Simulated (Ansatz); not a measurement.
# Ni: geometry relaxation (part 1 of 2)

Ni (slab, 5 atoms in the cell), computed with DFT, PBE, all-electron LAPW, scalar-relativistic, spin-polarised (Ansatz 0.2.0).

It belongs to a series of runs on one base structure; here: atoms relaxed, LAPW. Figures and captions count atoms from 1; the log counts them from 0 in places.

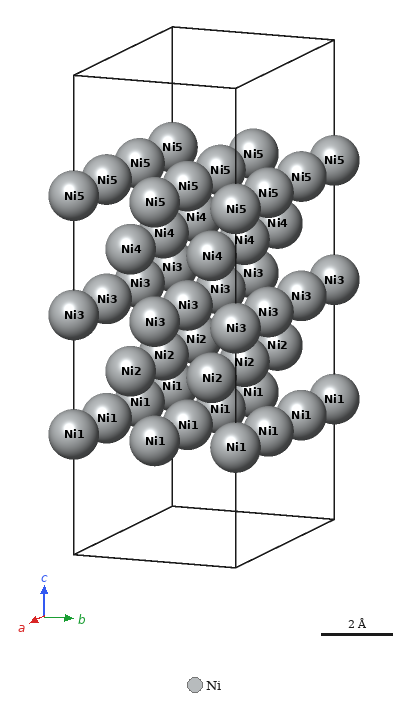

Figure 1. The starting structure (spheres-only view of the 3 × 2 repeat of the cell, with the vacuum cut short, seen slightly off an axis; atoms are numbered from 1 in the order of the input).

### Key numbers

| quantity | value |
| --- | --- |
| outcome | converged |
| electrons in bands (core shells apart) | 90 |
| free energy | −206912.6966 eV |
| Fermi energy | 4.005 eV |
| net moment of the cell | 3.38 μB |
| integrated absolute moment | 3.83 μB |
| final volume | 142.79 Å³ |
| largest force (length of the vector) at the end | 0.001 eV/Å |
| hardware | 3 threads of Intel Xeon @ 2.90GHz (Ice Lake), 12 GiB of memory available, shared host |
| wall time | 5.5 min (CPU time 16 min) |
| peak memory | 1.5 GiB |

### Input file
```yaml
crystal:
  lattice:
    - [2.4893881601, 0.0, 0.0]
    - [0.0, 2.4893881601, 0.0]
    - [0.0, 0.0, 23.0411]
  atoms:
    - { symbol: Ni, position: [0.0, 0.0, 0.3493680821], spin: 1.0 }
    - { symbol: Ni, position: [0.5, 0.5, 0.4230121684], spin: 1.0 }
    - { symbol: Ni, position: [0.0, 0.0, 0.4999999577], spin: 1.0 }
    - { symbol: Ni, position: [0.5, 0.5, 0.576987831], spin: 1.0 }
    - { symbol: Ni, position: [0.0, 0.0, 0.6506319608], spin: 1.0 }
magnetization:
  spin_polarized: true
kpoints:
  mp_grid: { grid: [16, 16, 1] }
scf:
  occupations: { method: fermi_dirac, width: 0.1 }
hamiltonian:
  xc: pbe
  pseudopotentials: { kind: all_electron, lapw: { basis_error: 0.001 } }
output:
  forces: true
  stress: true
  eigenvalues: true
relax:
  f_tol: 0.01
  max_steps: 12
efield:
  axis: 3
  amplitude: 0
  dipole_correction: true
```

Launch command:
```bash
ansatz run input.yaml --threads 3 --pin off --max-ram 9216MiB --backend cpu --events-out ev --progress --plain --runs-dir out
```

### Log
```
The last accepted step is kept in [file] (removed where the run ends without a failure and the disk answers)
LAPW: plane waves up to 9.549 Å⁻¹, error target 1.0e-3 eV per atom; small_component_spin mean_spin; Ni in spheres of 1.186 Å, 18 of its electrons in bands, Dirac shells [] (how accurate: hamiltonian.pseudopotentials.lapw.basis_error, Limitations)
Engine: ansatz 0.2.0, x86_64-unknown-linux-gnu
Pseudopotentials: kind: all_electron
Pseudopotential: Ni, LAPW, valence charge 18, lapw/all_electron/scalar/gaussian/Ni, Koelling and Harmon's equation, gaussian nucleus
Functional definition: PBE
  parameter kappa = 0.804
  parameter beta = 0.06672455060314922
  exchange = pbe_x(kappa = kappa, mu = beta*pi^2/3)
  correlation = pbe_c(beta = beta)
Crystal: 5 atoms, lattice volume = 142.787 Å³
Basis set: ecut = 347.3826182375259 eV, 2131 PW (Γ), exchange–correlation at level 2
Bands: 57, of which v1, the nominal top of the filled ones, is band 45 counted from 1 (44 counted from 0)
Symmetry: 8 space group operations
k-points: 45 of 256
Non-local potential: Ni, projectors of the file, none
Initial density: superposition of atomic densities (neutral atoms: chi_scale 0, normalization atom)
Starting moments: Σ|m| = 5 μB on 5 of 5 sites
Initial wavefunctions: plane waves of lowest kinetic energy (no species holds an atomic orbital)
Functional: x = pbe(κ = 0.804, μ = 0.2195149727645171), c = pbe(β = 0.06672455060314922)
iter 1 solved again at ethr=1.10e-2 eV; its pass at ethr=1.00e-1 eV (dr2=9.92e0 eV) is discarded
SCF iter   1: F=—  HF=-206913.698162 eV  |F-HF|=—  |Δ(HF+E_count)|=         —  Δρ=1.62e-2 (↑9.69e-3 ↓1.62e-2)  dr2=9.96e0  dr2_m=9.23e-2  M=3.716 μB ∫|m|=3.970 μB  β_m=1.00  ethr=1.10e-2  p=0.000 e·Å  D=1.82e-14 V/Å  ΔV_dip=-0.00 eV  dr2_dipole=9.70e-12  V_vac-E_F(+/−)=8.75/8.75 eV  ⟨swp⟩=2.0  Hψ=33735  notcnv=0
Mixer restart at iter 1: flushing history
efield: sawtooth ramp at fractional position 0.9500 (placed from the atoms, in the widest stretch of the axis that holds none; the zero of the levels goes with the place), width 0.1000; the density the first Hamiltonian is built on has a dipole p = 0.000 e·Å; the dipole correction subtracts the counter field D = 4.49e-12 V/Å, which shifts the + side's vacuum level by -0.00 eV against the − side's; the planar-averaged density in the ramp window peaks in size at 8.3e-7 e/Å³
preconditioner: auto → LDOS  [metal: Δε(μ)=0.001 eV  Ē_g=8.362 eV  σ=0.100 eV  W_gap=0.00  n_scr=22 (ndim 8)  ℏωp=22.0 eV  f_vac=0.560  D(μ)=9.95/eV (n_scr^D=102)]
spin=Collinear: LDOS preconditioning applied to the charge; magnetization (m = ρ↑ − ρ↓) channel mixes plain (no charge-response kernel on spin).
SCF iter   2: F=—  HF=-206913.039292 eV  |F-HF|=—  |Δ(HF+E_count)|=   6.59e-1  Δρ=7.87e-3 (↑5.93e-3 ↓7.87e-3)  dr2=4.55e0  dr2_m=4.53e-3  M=3.455 μB ∫|m|=3.842 μB  β_m=0.40  ethr=1.10e-2  p=-0.000 e·Å  D=-1.58e-7 V/Å  ΔV_dip=0.00 eV  dr2_dipole=5.74e-12  V_vac-E_F(+/−)=7.49/7.49 eV  ⟨swp⟩=2.2  Hψ=15408  notcnv=0  defer=2
density mixer auto → msr1: a metal under ldos (density of states about μ 3.52 of a free-electron gas's, 22 screened modes)
SCF iter   3: F=—  HF=-206912.625401 eV  |F-HF|=—  |Δ(HF+E_count)|=   4.14e-1  Δρ=5.48e-3 (↑5.48e-3 ↓3.34e-3)  dr2=5.19e-1  dr2_m=1.43e-2  M=3.215 μB ∫|m|=3.712 μB  β_m=0.66  ethr=5.05e-3  p=0.000 e·Å  D=1.77e-7 V/Å  ΔV_dip=-0.00 eV  dr2_dipole=2.28e-11  V_vac-E_F(+/−)=5.75/5.75 eV  ⟨swp⟩=2.7  Hψ=15536  notcnv=0
SCF iter   4: F=—  HF=-206912.689043 eV  |F-HF|=—  |Δ(HF+E_count)|=         —  Δρ=2.05e-3 (↑2.05e-3 ↓1.01e-3)  dr2=7.24e-2  dr2_m=1.34e-3  M=3.313 μB ∫|m|=3.738 μB  β_m=0.62  ethr=5.77e-4  p=-0.000 e·Å  D=-2.15e-6 V/Å  ΔV_dip=0.00 eV  dr2_dipole=4.29e-10  V_vac-E_F(+/−)=5.19/5.19 eV  ⟨swp⟩=2.5  Hψ=15458  notcnv=0  defer=2
the basis was enlarged: its passes take 2.1 MiB over the memory plan, 3 of 3 planned eigensolver slots
SCF iter   5: F=—  HF=-206912.696742 eV  |F-HF|=—  |Δ(HF+E_count)|=         —  Δρ=1.71e-3 (↑1.71e-3 ↓6.58e-4)  dr2=4.65e-2  dr2_m=1.56e-3  M=3.381 μB ∫|m|=3.798 μB  β_m=0.62  ethr=8.04e-5  p=-0.000 e·Å  D=-6.76e-7 V/Å  ΔV_dip=0.00 eV  dr2_dipole=4.61e-10  V_vac-E_F(+/−)=5.01/5.01 eV  ⟨swp⟩=2.0  Hψ=14577  notcnv=0
SCF iter   6: F=—  HF=-206912.694062 eV  |F-HF|=—  |Δ(HF+E_count)|=   2.68e-3  Δρ=1.02e-3 (↑1.02e-3 ↓7.85e-4)  dr2=5.89e-3  dr2_m=7.31e-4  M=3.393 μB ∫|m|=3.808 μB  β_m=0.72  ethr=5.16e-5  p=-0.000 e·Å  D=-2.83e-7 V/Å  ΔV_dip=0.00 eV  dr2_dipole=1.03e-11  V_vac-E_F(+/−)=4.84/4.84 eV  ⟨swp⟩=2.3  Hψ=14630  notcnv=0
SCF iter   7: F=—  HF=-206912.695707 eV  |F-HF|=—  |Δ(HF+E_count)|=   1.64e-3  Δρ=5.50e-4 (↑5.50e-4 ↓3.27e-4)  dr2=3.56e-3  dr2_m=6.21e-5  M=3.376 μB ∫|m|=3.815 μB  β_m=0.73  ethr=6.55e-6  p=-0.000 e·Å  D=-3.53e-7 V/Å  ΔV_dip=0.00 eV  dr2_dipole=1.18e-10  V_vac-E_F(+/−)=4.86/4.86 eV  ⟨swp⟩=2.0  Hψ=14508  notcnv=0
SCF iter   8: F=—  HF=-206912.696299 eV  |F-HF|=—  |Δ(HF+E_count)|=   5.91e-4  Δρ=2.88e-4 (↑2.68e-4 ↓2.88e-4)  dr2=1.76e-3  dr2_m=9.79e-6  M=3.378 μB ∫|m|=3.827 μB  β_m=0.86  ethr=3.95e-6  p=0.000 e·Å  D=1.59e-7 V/Å  ΔV_dip=-0.00 eV  dr2_dipole=2.01e-10  V_vac-E_F(+/−)=4.88/4.88 eV  ⟨swp⟩=2.0  Hψ=14513  notcnv=0
SCF iter   9: F=—  HF=-206912.696482 eV  |F-HF|=—  |Δ(HF+E_count)|=   1.83e-4  Δρ=2.69e-4 (↑1.35e-4 ↓2.69e-4)  dr2=1.14e-3  dr2_m=1.29e-5  M=3.380 μB ∫|m|=3.831 μB  β_m=0.88  ethr=1.96e-6  p=-0.000 e·Å  D=-2.27e-7 V/Å  ΔV_dip=0.00 eV  dr2_dipole=5.61e-10  V_vac-E_F(+/−)=4.89/4.89 eV  ⟨swp⟩=2.0  Hψ=14510  notcnv=0
SCF iter  10: F=—  HF=-206912.696601 eV  |F-HF|=—  |Δ(HF+E_count)|=   1.19e-4  Δρ=1.54e-4 (↑8.84e-5 ↓1.54e-4)  dr2=5.56e-4  dr2_m=4.22e-6  M=3.382 μB ∫|m|=3.835 μB  β_m=0.91  ethr=1.27e-6  p=0.000 e·Å  D=5.51e-7 V/Å  ΔV_dip=-0.00 eV  dr2_dipole=4.05e-9  V_vac-E_F(+/−)=4.91/4.91 eV  ⟨swp⟩=2.0  Hψ=14513  notcnv=0
SCF iter  11: F=—  HF=-206912.696635 eV  |F-HF|=—  |Δ(HF+E_count)|=   3.39e-5  Δρ=7.13e-5 (↑6.64e-5 ↓7.13e-5)  dr2=1.77e-4  dr2_m=7.00e-7  M=3.381 μB ∫|m|=3.834 μB  β_m=0.80  ethr=6.18e-7  p=-0.000 e·Å  D=-8.72e-7 V/Å  ΔV_dip=0.00 eV  dr2_dipole=1.46e-8  V_vac-E_F(+/−)=4.90/4.90 eV  ⟨swp⟩=2.0  Hψ=14511  notcnv=0
SCF iter  12: F=—  HF=-206912.696623 eV  |F-HF|=—  |Δ(HF+E_count)|=   1.21e-5  Δρ=3.41e-5 (↑2.16e-5 ↓3.41e-5)  dr2=6.02e-5  dr2_m=3.13e-7  M=3.381 μB ∫|m|=3.834 μB  β_m=0.67  ethr=1.97e-7  p=0.000 e·Å  D=5.16e-7 V/Å  ΔV_dip=-0.00 eV  dr2_dipole=5.35e-9  V_vac-E_F(+/−)=4.90/4.90 eV  ⟨swp⟩=2.4  Hψ=14593  notcnv=0
iter 13 solved again at ethr=1.69e-9 eV; its pass at ethr=6.68e-8 eV (dr2=1.53e-6 eV) is discarded
SCF iter  13: F=—  HF=-206912.696613 eV  |F-HF|=—  |Δ(HF+E_count)|=   9.53e-6  Δρ=1.63e-5 (↑1.63e-5 ↓1.20e-5)  dr2=1.53e-6  dr2_m=1.27e-7  M=3.381 μB ∫|m|=3.833 μB  β_m=0.84  ethr=1.69e-9  p=-0.000 e·Å  D=-7.41e-8 V/Å  ΔV_dip=0.00 eV  dr2_dipole=9.79e-11  V_vac-E_F(+/−)=4.90/4.90 eV  ⟨swp⟩=2.0  Hψ=25014  notcnv=0
SCF iter  14: F=—  HF=-206912.696615 eV  |F-HF|=—  |Δ(HF+E_count)|=   1.54e-6  Δρ=7.99e-6 (↑6.64e-6 ↓7.99e-6)  dr2=1.84e-6  dr2_m=3.59e-9  M=3.381 μB ∫|m|=3.832 μB  β_m=0.76  ethr=1.69e-9  p=0.000 e·Å  D=3.43e-7 V/Å  ΔV_dip=-0.00 eV  dr2_dipole=1.74e-9  V_vac-E_F(+/−)=4.90/4.90 eV  ⟨swp⟩=2.7  Hψ=14760  notcnv=0
SCF iter  15: F=—  HF=-206912.696615 eV  |F-HF|=—  |Δ(HF+E_count)|=   6.56e-8  Δρ=5.05e-6 (↑4.31e-6 ↓5.05e-6)  dr2=9.51e-7  dr2_m=1.28e-9  M=3.381 μB ∫|m|=3.832 μB  β_m=0.65  ethr=1.69e-9  p=-0.000 e·Å  D=-3.72e-7 V/Å  ΔV_dip=0.00 eV  dr2_dipole=2.41e-9  V_vac-E_F(+/−)=4.90/4.90 eV  ⟨swp⟩=2.3  Hψ=14557  notcnv=0
SCF iter  16: F=—  HF=-206912.696615 eV  |F-HF|=—  |Δ(HF+E_count)|=   3.02e-8  Δρ=3.95e-6 (↑3.26e-6 ↓3.95e-6)  dr2=4.19e-7  dr2_m=1.57e-9  M=3.381 μB ∫|m|=3.832 μB  β_m=0.71  ethr=1.06e-9  p=0.000 e·Å  D=5.09e-7 V/Å  ΔV_dip=-0.00 eV  dr2_dipole=4.36e-9  V_vac-E_F(+/−)=4.90/4.90 eV  ⟨swp⟩=2.0  Hψ=14509  notcnv=0
SCF iter  17: F=—  HF=-206912.696615 eV  |F-HF|=—  |Δ(HF+E_count)|=   2.71e-8  Δρ=2.79e-6 (↑2.67e-6 ↓2.79e-6)  dr2=1.97e-7  dr2_m=4.80e-10  M=3.381 μB ∫|m|=3.832 μB  β_m=0.80  ethr=4.66e-10  p=-0.000 e·Å  D=-5.57e-7 V/Å  ΔV_dip=0.00 eV  dr2_dipole=5.37e-9  V_vac-E_F(+/−)=4.90/4.90 eV  ⟨swp⟩=2.0  Hψ=14510  notcnv=0
SCF iter  18: F=-206912.696613 eV  HF=-206912.696615 eV  |F-HF|=1.32e-6  |Δ(HF+E_count)|=   8.45e-8  Δρ=7.50e-6 (↑2.44e-6 ↓7.50e-6)  dr2=7.42e-7  dr2_m=9.04e-9  M=3.381 μB ∫|m|=3.832 μB  ethr=2.19e-10  p=0.000 e·Å  D=1.04e-6 V/Å  ΔV_dip=-0.00 eV  dr2_dipole=9.97e-11  V_vac-E_F(+/−)=4.90/4.90 eV  ⟨swp⟩=2.0  Hψ=14509  notcnv=0
SCF 1 converged in 18 iterations: F = -206912.696613 eV  dr2 = 7.42e-7
relax step   1: F+E_penalty+E_count = -206912.69661345 eV  Δ(F+E_penalty+E_count) = +0.000e0 eV  max|allowed force component| = 1.166e-3 eV/Å  Δτ_max = 0.0000 Å  (18 SCF iters, dr2 threshold 2.50e-6 eV, accepted)
Initial density: handed on by an earlier stage of this run
Starting moments: Σ|m| = 5 μB on 5 of 5 sites; this step starts from the density that it was given
Initial wavefunctions: those handed on with the density
iter 1 solved again at ethr=8.39e-11 eV; its pass at ethr=1.00e-1 eV (dr2=7.55e-8 eV) is discarded
```
